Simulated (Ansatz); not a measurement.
# Geometry relaxation, with input and output: HfSiO4 (part 2 of 2)

The same run, continued: HfSiO4 (I4₁/amd, 12 atoms in the cell); DFT PBE, scalar-relativistic, plane waves, PAW, no spin polarisation (Ansatz 0.2.0); cutoff 420 eV, 6×6×6 k-mesh, Gaussian smearing of 0.02 eV. The structure derives from a Materials Project entry.

Geometry of the input (Å; fractional positions):
```
-3.3198  3.3198  3.0063
3.3198  -3.3198  3.0063
3.3198  3.3198  -3.0063
Hf 0.0000  0.0000  0.0000
Hf 0.7500  0.2500  0.5000
Si 0.2500  0.7500  0.5000
Si 0.5000  0.5000  0.0000
O  0.1348  0.3193  0.8155
O  0.0693  0.7538  0.6845
O  0.0693  0.3848  0.3155
O  0.5038  0.3193  0.1845
O  0.6807  0.4962  0.8155
O  0.6152  0.9307  0.6845
O  0.2462  0.9307  0.3155
O  0.6807  0.8652  0.1845
```

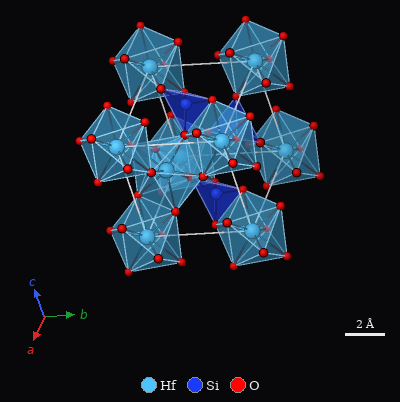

Figure 1. The geometry at step 3 of the log (polyhedral view of the cell of the calculation, seen at an oblique angle; polyhedra are completed across the faces of the cell).

What the program printed, continued
```
relax step   5: F+E_penalty+E_count = -37271.74773308 eV  Δ(F+E_penalty+E_count) = -1.220e-3 eV  max|allowed force component| = 1.604e-3 eV/Å  Δτ_max = 0.0000 Å  P = -0.001 GPa  Ω = 132.794 Å³  stress off target by 3.87e-2 GPa  SCF on the basis re-selected at this cell (its energy is not comparable with the rows above)  (5 SCF iters)
basis re-selected at this cell: Δ(F+E_penalty+E_count) = -1.220e-3 eV, ΔP = +0.018 GPa vs the last step (what re-selecting the basis moved, of the pressure what is left beyond the Pulay correction that the steps carried, after the strain that the cell walked since its last selection, with what the two solves' SCF thresholds leave and, on support functions, any second-order correction that the steps lacked; it is no measure of the basis error at this ecutwfc). This SCF's stress stands 3.87e-2 GPa from its target on what of the cell is left free (relax.cell.stress_tol is 5.00e-2 GPa) and its largest allowed force component is 1.60e-3 eV/Å (relax.f_tol is 5.00e-3 eV/Å): within both
SCF converged after 5 iterations
Free energy (F): -37271.747733 eV
Harris-Foulkes:  -37271.747733 eV  (|F-HF|=5.24e-10)
Internal energy: -37271.747733 eV  (E = F + TS)
E sigma→0 (E₀):  -37271.747733 eV
Fermi energy:    12.291067 eV
--- Per-component energies (eV) ---
  E_band       = -257.671838
  E_kinetic    = 2341.734415
  E_local      = -16119.746107  (includes V_loc(G=0)·N_el)
  E_nonlocal   = -2054.265567
  E_hartree    = 7198.657837
  E_xc         = -1303.166001
  E_vxc        = -1382.677261  (∫ρ·V_xc dr)
  E_paw        = -16146.192213  (= ΣΔE_a)
  E_vpaw       = 2559.947290  (= ΣTr[D̂ρ^β])
  E_aug_tail   = 0.019995  (compensation charges beyond the density's cutoff)
  E_ewald      = -11188.790092
  E_smearing   = -0.000000  (= −TS)
  E_closure    = 0.000000  (closes the sum)
  Σ components = -37271.747733   (vs F -37271.747733, Δ=0.00e0)
--- Forces (eV/Å), atoms counted from 1 ---
  atom   1  Hf    -0.00000000    -0.00000000     0.00000000
  atom   2  Hf     0.00000000    -0.00000000     0.00000000
  atom   3  Si    -0.00000000     0.00000000     0.00000000
  atom   4  Si     0.00000000    -0.00000000     0.00000000
  atom   5  O      0.00000000     0.00160376     0.00017982
  atom   6  O     -0.00160376    -0.00000000     0.00017982
  atom   7  O      0.00160376     0.00000000     0.00017982
  atom   8  O      0.00000000    -0.00160376     0.00017982
  atom   9  O      0.00160376     0.00000000    -0.00017982
  atom  10  O      0.00000000    -0.00160376    -0.00017982
  atom  11  O      0.00000000     0.00160376    -0.00017982
  atom  12  O     -0.00160376    -0.00000000    -0.00017982
  max |Σ_I F_I| component: 1.06e-17 eV/Å
--- Stress (GPa, compression-positive) ---
        0.017943       0.000000       0.000000
        0.000000       0.017943       0.000000
        0.000000       0.000000      -0.038744
  P = ⅓ Tr σ = -0.0010 GPa (-0.010 kbar)
--- Band table (eV; the first three rows and the last of 30) ---
  k-point 0: bands = ["-50.8908", "-50.8836", "-19.6672", "-19.6672", "-19.5993", "-19.5897", "-19.5074", "-19.5074", "-9.3979", "-8.4041", "-7.6262", "-7.5143", "-7.0497", "-7.0497", "-7.0178", "-7.0178", "-0.7909", "-0.7877", "-0.7839", "-0.7839", "-0.7722", "-0.7722", "-0.7668", "-0.7667", "-0.7666", "-0.7616", "-0.7560", "-0.7560", "-0.7544", "-0.7544", "2.0332", "3.6034", "3.9447", "4.4330", "4.4330", "5.1727", "5.4108", "5.6980", "6.4259", "6.5861", "6.5861", "6.7836", "7.2169", "7.2169", "8.0911", "8.0911", "8.8465", "8.8465", "8.8909", "8.9428", "9.0525", "9.0525", "9.1103", "9.6277", "15.2909", "15.5941", "15.6028", "15.7295", "15.7295", "16.6208", "16.6768", "16.8625", "16.8625", "17.5417", "18.6662", "19.2472"]
  k-point 1: bands = ["-50.8904", "-50.8841", "-19.6723", "-19.6573", "-19.6044", "-19.5829", "-19.5190", "-19.5041", "-9.3062", "-8.4211", "-7.5908", "-7.4928", "-7.1018", "-7.1005", "-7.0820", "-7.0548", "-0.7930", "-0.7866", "-0.7865", "-0.7812", "-0.7765", "-0.7708", "-0.7690", "-0.7673", "-0.7671", "-0.7651", "-0.7631", "-0.7557", "-0.7547", "-0.7516", "2.2523", "3.7736", "4.1094", "4.3727", "4.4443", "5.3684", "5.5773", "5.8638", "5.9458", "6.1890", "6.8139", "7.0326", "7.0407", "7.0991", "8.0771", "8.1660", "8.6679", "8.7392", "8.8139", "8.8345", "8.8923", "8.9474", "9.1141", "9.5162", "15.1975", "15.3770", "15.6386", "15.7174", "16.0747", "16.6550", "16.6695", "16.8643", "17.0397", "17.9717", "18.9242", "19.2590"]
  k-point 2: bands = ["-50.8890", "-50.8854", "-19.6733", "-19.6337", "-19.6296", "-19.5508", "-19.5499", "-19.5057", "-9.0595", "-8.5138", "-7.4976", "-7.4368", "-7.2549", "-7.2188", "-7.1613", "-7.1491", "-0.7939", "-0.7917", "-0.7838", "-0.7836", "-0.7799", "-0.7776", "-0.7754", "-0.7695", "-0.7679", "-0.7670", "-0.7656", "-0.7544", "-0.7527", "-0.7524", "2.8290", "4.0143", "4.3614", "4.5555", "4.5815", "5.4200", "5.5359", "5.6013", "5.9984", "6.1478", "6.6041", "6.8087", "7.1311", "7.3784", "7.6416", "8.1543", "8.3505", "8.4121", "8.5351", "8.7707", "8.8006", "8.8780", "9.0569", "9.2559", "15.0431", "15.0698", "15.7235", "15.7910", "16.3771", "16.4300", "16.9277", "17.3232", "17.4354", "18.5147", "19.0418", "19.1499"]
  k-point 29: bands = ["-50.8872", "-50.8872", "-19.6791", "-19.6791", "-19.5955", "-19.5955", "-19.4971", "-19.4971", "-8.8469", "-8.8469", "-7.6623", "-7.6623", "-7.1212", "-7.1212", "-6.9610", "-6.9610", "-0.7875", "-0.7875", "-0.7844", "-0.7844", "-0.7738", "-0.7738", "-0.7732", "-0.7732", "-0.7676", "-0.7676", "-0.7632", "-0.7632", "-0.7477", "-0.7477", "2.8143", "2.8143", "4.4913", "4.4913", "4.9329", "4.9329", "6.0037", "6.0037", "6.6541", "6.6541", "6.6969", "6.6969", "7.7195", "7.7195", "7.9162", "7.9162", "8.2042", "8.2042", "8.3435", "8.3435", "8.5828", "8.5828", "8.7500", "8.7500", "15.7423", "15.7423", "16.0570", "16.0570", "16.2231", "16.2231", "16.8773", "16.8773", "17.7112", "17.7112", "19.0974", "19.0974"]
--- Relaxed structure (4 steps of the walk, 4 accepted, 1 SCFs on fresh bases) ---
  F+E_penalty+E_count = -37271.74773308 eV   max|allowed force component| = 1.604e-3 eV/Å   (the final SCF, on the basis selected at the relaxed cell)
  cell:  # Å, volume = 132.7943 Å³
    - [-3.3224525180349045, 3.3224525180349045, 3.007473981903819]
    - [3.3224525180349045, -3.3224525180349045, 3.007473981903819]
    - [3.3224525180349045, 3.3224525180349045, -3.007473981903819]
  atoms:
    - { symbol: Hf, position: [-1.0351537927092401e-21, -4.4371440725882426e-21, 2.0411941679275453e-21] }
    - { symbol: Hf, position: [0.75, 0.25000000000000006, 0.5] }
    - { symbol: Si, position: [0.25000000000000006, 0.75, 0.5] }
    - { symbol: Si, position: [0.5, 0.5, 2.0411941679274587e-21] }
    - { symbol: O, position: [0.13472983011642284, 0.3189388943948074, 0.8157909357216157] }
    - { symbol: O, position: [0.06893889439480734, 0.7531479586731917, 0.6842090642783843] }
    - { symbol: O, position: [0.06893889439480731, 0.3847298301164229, 0.3157909357216156] }
    - { symbol: O, position: [0.5031479586731917, 0.3189388943948074, 0.18420906427838443] }
    - { symbol: O, position: [0.6810611056051928, 0.49685204132680816, 0.8157909357216155] }
    - { symbol: O, position: [0.6152701698835773, 0.9310611056051927, 0.6842090642783845] }
    - { symbol: O, position: [0.2468520413268084, 0.9310611056051927, 0.31579093572161565] }
    - { symbol: O, position: [0.6810611056051928, 0.8652701698835771, 0.18420906427838446] }
```

Trajectory as extended XYZ (Å, eV, eV/Å), 5 frames, from step=1 to step=5
```
12
Lattice="-3.3198 3.3198 3.0063 3.3198 -3.3198 3.0063 3.3198 3.3198 -3.0063" Properties=species:S:1:pos:R:3:forces:R:3 step=1 energy=-37271.74710 pressure_GPa=0.38
Hf    0.0000    0.0000    0.0000    0.0000   0.0000   0.0000
Hf    0.0000    3.3198    1.5031    0.0000   0.0000   0.0000
Si    3.3198    0.0000    1.5031    0.0000   0.0000   0.0000
Si    0.0000    0.0000    3.0063    0.0000   0.0000   0.0000
O     3.3198    2.0947   -1.0864    0.0000   0.0167  -0.0217
O     4.5449    0.0000    0.4167   -0.0167   0.0000  -0.0217
O     2.0947    0.0000    0.4167    0.0167   0.0000  -0.0217
O     0.0000    1.2251    1.9199    0.0000  -0.0167  -0.0217
O     2.0947    3.3198    1.0864    0.0167   0.0000   0.0217
O     3.3198    1.2251    2.5895    0.0000  -0.0167   0.0217
O     3.3198   -1.2251    2.5895    0.0000   0.0167   0.0217
O     1.2251    0.0000    4.0927   -0.0167   0.0000   0.0217
12
Lattice="-3.3217 3.3217 3.0080 3.3217 -3.3217 3.0080 3.3217 3.3217 -3.0080" Properties=species:S:1:pos:R:3:forces:R:3 step=2 energy=-37271.74644 pressure_GPa=0.02
Hf    0.0000    0.0000    0.0000    0.0000   0.0000   0.0000
Hf    0.0000    3.3217    1.5040    0.0000   0.0000   0.0000
Si    3.3217    0.0000    1.5040    0.0000   0.0000   0.0000
Si    0.0000    0.0000    3.0080    0.0000   0.0000   0.0000
O     3.3217    2.0970   -1.0873    0.0000  -0.0035  -0.0296
O     4.5465    0.0000    0.4167    0.0035   0.0000  -0.0296
O     2.0970    0.0000    0.4167   -0.0035   0.0000  -0.0296
O     0.0000    1.2248    1.9207    0.0000   0.0035  -0.0296
O     2.0970    3.3217    1.0873   -0.0035   0.0000   0.0296
O     3.3217    1.2248    2.5913    0.0000   0.0035   0.0296
O     3.3217   -1.2248    2.5913    0.0000  -0.0035   0.0296
O     1.2248    0.0000    4.0953    0.0035   0.0000   0.0296
12
Lattice="-3.3224 3.3224 3.0077 3.3224 -3.3224 3.0077 3.3224 3.3224 -3.0077" Properties=species:S:1:pos:R:3:forces:R:3 step=3 energy=-37271.74643 pressure_GPa=-0.04
Hf    0.0000    0.0000    0.0000    0.0000   0.0000   0.0000
Hf    0.0000    3.3224    1.5038    0.0000   0.0000   0.0000
Si    3.3224    0.0000    1.5038    0.0000   0.0000   0.0000
Si    0.0000    0.0000    3.0077    0.0000   0.0000   0.0000
O     3.3224    2.0978   -1.0882    0.0000   0.0042  -0.0123
O     4.5470    0.0000    0.4157   -0.0042   0.0000  -0.0123
O     2.0978    0.0000    0.4157    0.0042   0.0000  -0.0123
O     0.0000    1.2246    1.9195    0.0000  -0.0042  -0.0123
O     2.0978    3.3224    1.0882    0.0042   0.0000   0.0123
O     3.3224    1.2246    2.5920    0.0000  -0.0042   0.0123
O     3.3224   -1.2246    2.5920    0.0000   0.0042   0.0123
O     1.2246    0.0000    4.0959   -0.0042   0.0000   0.0123
12
Lattice="-3.3225 3.3225 3.0075 3.3225 -3.3225 3.0075 3.3225 3.3225 -3.0075" Properties=species:S:1:pos:R:3:forces:R:3 step=4 energy=-37271.74651 pressure_GPa=-0.02
Hf    0.0000    0.0000    0.0000    0.0000   0.0000   0.0000
Hf    0.0000    3.3225    1.5037    0.0000   0.0000   0.0000
Si    3.3225    0.0000    1.5037    0.0000   0.0000   0.0000
Si    0.0000    0.0000    3.0075    0.0000   0.0000   0.0000
O     3.3225    2.0984   -1.0891    0.0000   0.0016   0.0002
O     4.5465    0.0000    0.4147   -0.0016   0.0000   0.0002
O     2.0984    0.0000    0.4147    0.0016   0.0000   0.0002
O     0.0000    1.2241    1.9184    0.0000  -0.0016   0.0002
O     2.0984    3.3225    1.0891    0.0016   0.0000  -0.0002
O     3.3225    1.2241    2.5928    0.0000  -0.0016  -0.0002
O     3.3225   -1.2241    2.5928    0.0000   0.0016  -0.0002
O     1.2241    0.0000    4.0965   -0.0016   0.0000  -0.0002
12
Lattice="-3.3225 3.3225 3.0075 3.3225 -3.3225 3.0075 3.3225 3.3225 -3.0075" Properties=species:S:1:pos:R:3:forces:R:3 step=5 energy=-37271.74773 pressure_GPa=-0.00
Hf    0.0000    0.0000    0.0000    0.0000   0.0000   0.0000
Hf    0.0000    3.3225    1.5037    0.0000   0.0000   0.0000
Si    3.3225    0.0000    1.5037    0.0000   0.0000   0.0000
Si    0.0000    0.0000    3.0075    0.0000   0.0000   0.0000
O     3.3225    2.0984   -1.0891    0.0000   0.0016   0.0002
O     4.5465    0.0000    0.4147   -0.0016   0.0000   0.0002
O     2.0984    0.0000    0.4147    0.0016   0.0000   0.0002
O     0.0000    1.2241    1.9184    0.0000  -0.0016   0.0002
O     2.0984    3.3225    1.0891    0.0016   0.0000  -0.0002
O     3.3225    1.2241    2.5928    0.0000  -0.0016  -0.0002
O     3.3225   -1.2241    2.5928    0.0000   0.0016  -0.0002
O     1.2241    0.0000    4.0965   -0.0016   0.0000  -0.0002
```

Key numbers

```tsv
quantity	value
outcome	converged
space group (tolerance 0.01 Å)	I4₁/amd (141)
electrons treated	108
free energy	−37271.7477 eV
Fermi energy	12.291 eV
gap on the k-point mesh	5.33 eV
pressure	0.00 GPa
final volume	132.79 Å³
largest force (length of the vector) at the end	0.002 eV/Å
final cell	a = 5.579 Å, b = 5.579 Å, c = 5.579 Å, α = 106.90°, β = 106.90°, γ = 114.76°
hardware	8 threads of Arm Neoverse V2, 24 GiB of memory available, shared host
wall time	9.4 s (CPU time 68 s)
peak memory	0.82 GiB
```

Notes

Spin–orbit coupling is left out, which matters for Hf.
